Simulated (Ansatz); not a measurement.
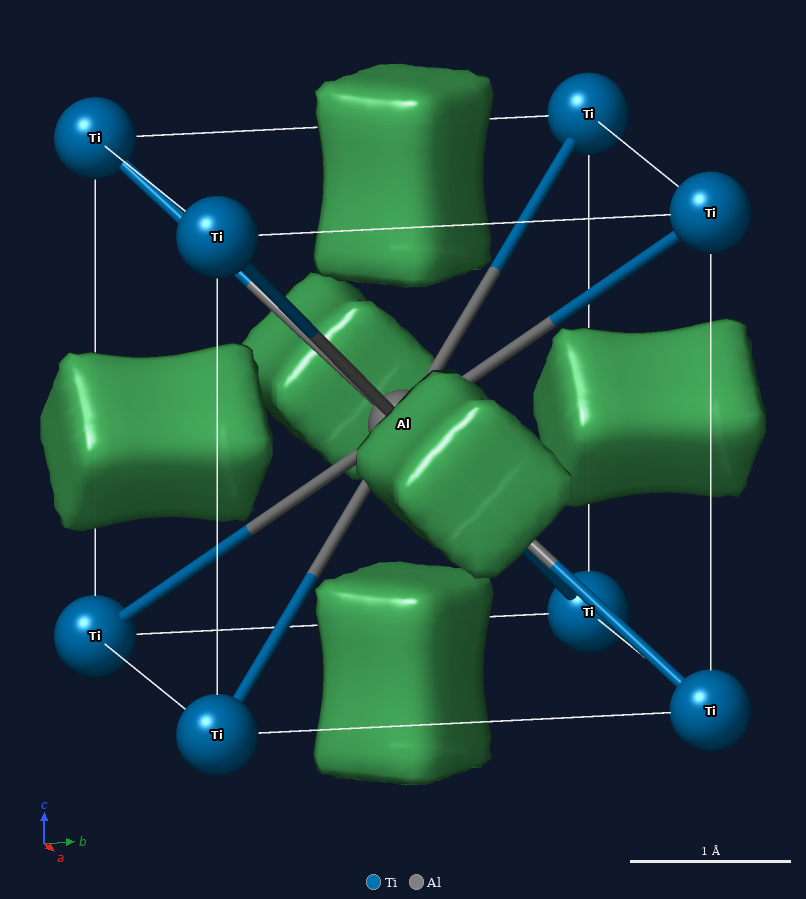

Figure 1: TiAl. Isosurface of the ELF at 0.65 (green), seen slightly off an axis. Core shells and regions of very low density are left out. Sticks mark near contacts.

Space group Pm-3m; a structure from a database of computed crystals, not necessarily the ambient phase.

Computed with Kohn-Sham DFT of a periodic cell, revPBE0, Ansatz PAW (Ansatz 0.2.0).

Core electrons are frozen (PAW), and the valence fields are smoothed inside the atomic spheres.

Input

```
crystal:
  lattice: { a: 3.179064, b: 3.179064, c: 3.179064, alpha: 90.0, beta: 90.0, gamma: 90.0 }
  space_group: 221
  reduce_to_primitive: true
  atoms:
    - { symbol: Ti, wyckoff: "1a", position: [0.0, 0.0, 0.0] }
    - { symbol: Al, wyckoff: "1b", position: [0.5, 0.5, 0.5] }
hamiltonian:
  xc: revpbe0
  pseudopotentials: { kind: paw }
kpoints:
  mp_grid: { grid: [5, 5, 5] }
scf:
  occupations: { method: fermi_dirac, width: 0.1 }
output:
  forces: true
  stress: true
  eigenvalues: true
  write_density: true
  write_potential: true
  elf: true
  volumetric_format: npy
```

Run with:

```sh
ansatz run input.yaml --threads 1 --pin off --max-ram 2560MiB --backend cpu --events-out ev --progress --plain --runs-dir out
```

Below, planes, directions and counts refer to the conventional cell (a = 3.18 Å, b = 3.18 Å, c = 3.18 Å, α = 90.00°, β = 90.00°, γ = 90.00°).

> Describe the localisation domains.

At this value the surface marks out three pockets between the atoms, centred on no nucleus (multi-centre or interstitial), counted in one cell of 2 atoms. Any copies at cell faces, edges or corners count once. Profiles from the grid: Ti–Al (2.75 Å): the ELF is about 0.25 at the midpoint; no shared electron pair shows on this line.
